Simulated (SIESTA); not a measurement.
**A series of single points on WC**

System: WC (P-6m2, 2 atoms in the cell).
Method: Kohn-Sham DFT of a periodic cell, PBE, PseudoDojo 0.4 standard, converted to PSML, no spin polarisation (SIESTA 5.4.2).

The 7 runs differ only in the geometry, by an even scaling of the cell at fixed fractional positions. The structure derives from an entry of the Crystallography Open Database.

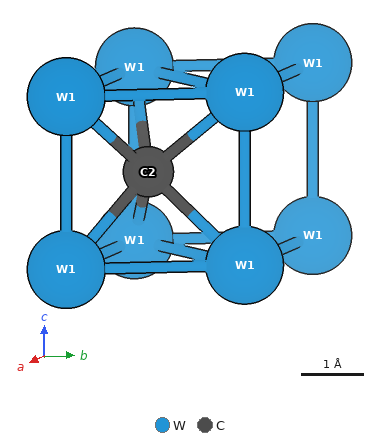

Figure 1. The structure of run 4 (ball-and-stick view of the cell of the calculation, seen slightly off an axis; atoms are numbered from 1 in the order of the input).

## Input of run 4
```
SystemName                      Qusongite
SystemLabel                     WC
NumberOfSpecies                 2
NumberOfAtoms                   2
%block ChemicalSpeciesLabel
  1  74 W
  2   6 C
%endblock ChemicalSpeciesLabel

LatticeConstant                 1.0 Ang
%block LatticeVectors
     2.9065000000     0.0000000000     0.0000000000
    -1.4532500000     2.5171028361     0.0000000000
     0.0000000000     0.0000000000     2.8366000000
%endblock LatticeVectors
AtomicCoordinatesFormat         Fractional
%block AtomicCoordinatesAndAtomicSpecies
     0.0000000000     0.0000000000     0.0000000000  1  W
     0.6666666667     0.3333333333     0.5000000000  2  C
%endblock AtomicCoordinatesAndAtomicSpecies

%block kgrid.MonkhorstPack
   10   0   0  0.0
    0  10   0  0.0
    0   0   9  0.0
%endblock kgrid.MonkhorstPack
XC.Functional                   GGA
XC.Authors                      PBE
PAO.BasisSize                   DZP
PAO.EnergyShift                 0.002 Ry
Mesh.Cutoff                     800 Ry
OccupationFunction              FD
ElectronicTemperature           0.05 eV
MaxSCFIterations                120
SCF.MustConverge                false
SCF.Mixer.Method                Pulay
SCF.Mixer.Weight                0.25
SCF.Mixer.History               8
SCF.DM.Tolerance                5.0e-05
SCF.H.Tolerance                 1.0e-03 eV
WriteForces                     true
Charge.Mulliken                 end
```

Command:
```bash
siesta < WC.fdf > WC.out 2>&1
```

Run 2 differs from it as follows:
```diff
-     2.9065000000     0.0000000000     0.0000000000
-    -1.4532500000     2.5171028361     0.0000000000
-     0.0000000000     0.0000000000     2.8366000000
+     2.8672181576     0.0000000000     0.0000000000
+    -1.4336090788     2.4830837627     0.0000000000
+     0.0000000000     0.0000000000     2.7982628680
```

## Results, with one run withheld

```csv
run,volume per atom (Å³),"free energy per atom, from the lowest run given (meV)",pressure (GPa)
1,9.754,108.64,41.51
2,9.961,?,?
3,10.169,29.55,20.19
4,10.376,9.27,11.30
5,10.584,0.00,3.13
6,10.791,0.86,−4.31
7,10.999,10.82,−10.92
```

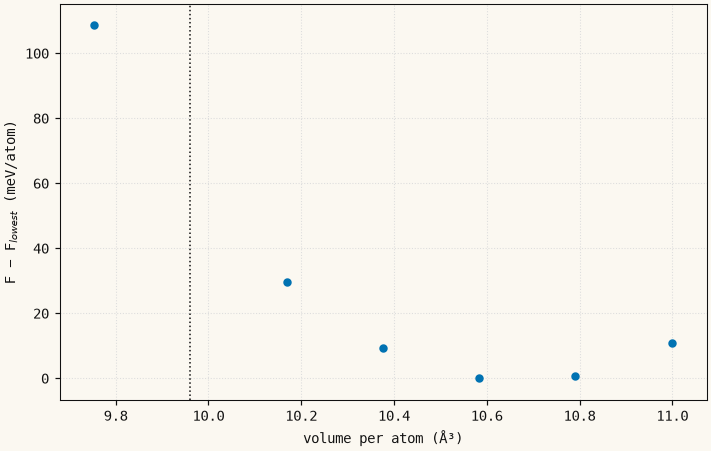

Figure 2. Free energy per atom of the runs given; the dotted line marks run 2.

What should run 2 give?

A cubic polynomial in V^(−2/3) (the Birch–Murnaghan form), fitted to the 6 runs given, misses them by at most 0.02 meV per atom. With x = V^(−2/3) − 0.20945 Å⁻², it reads F = 5.6931 + 4188 x + 6.7706e+05 x² + 3.732e+05 x³ (meV per atom). At run 2 it gives 62.35 meV per atom, and the run itself gives 62.15. The slope of the fit gives a pressure −dF/dV of 30.37 GPa there, and the run prints 30.42 GPa. The fit has its minimum at 10.668 Å³ per atom, where V d²F/dV² gives 383 GPa. Cell shape and fractional positions are held, so this is the stiffness under even scaling; the relaxed bulk modulus wasn't computed.

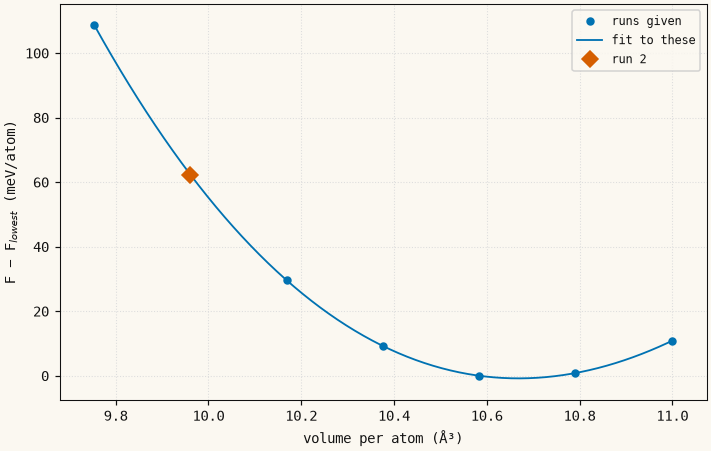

Figure 3. The fit and the withheld run.

## Some lines of the output (run 2)
```
[...]
outcell: Cell volume (Ang**3)        :     19.9224
stepf: Fermi-Dirac step function
siesta: Etot    =     -2222.048612
siesta: FreeEng =     -2222.049964
        iscf     Eharris(eV)        E_KS(eV)     FreeEng(eV)     dDmax    Ef(eV) dHmax(eV)
siesta: E_KS(eV) =            -2227.4831
siesta: E_KS - E_eggbox =     -2227.4831
siesta: Etot    =     -2227.483132
siesta: FreeEng =     -2227.484412
siesta:         Fermi =      -6.032952
siesta: Cell volume =         19.922352 Ang**3
    Orbital volume contribution        =           1.969003 eV
```

Notes: Spin–orbit coupling is left out, which matters for W. With a small basis of atomic orbitals these values can differ much from converged plane-wave results.
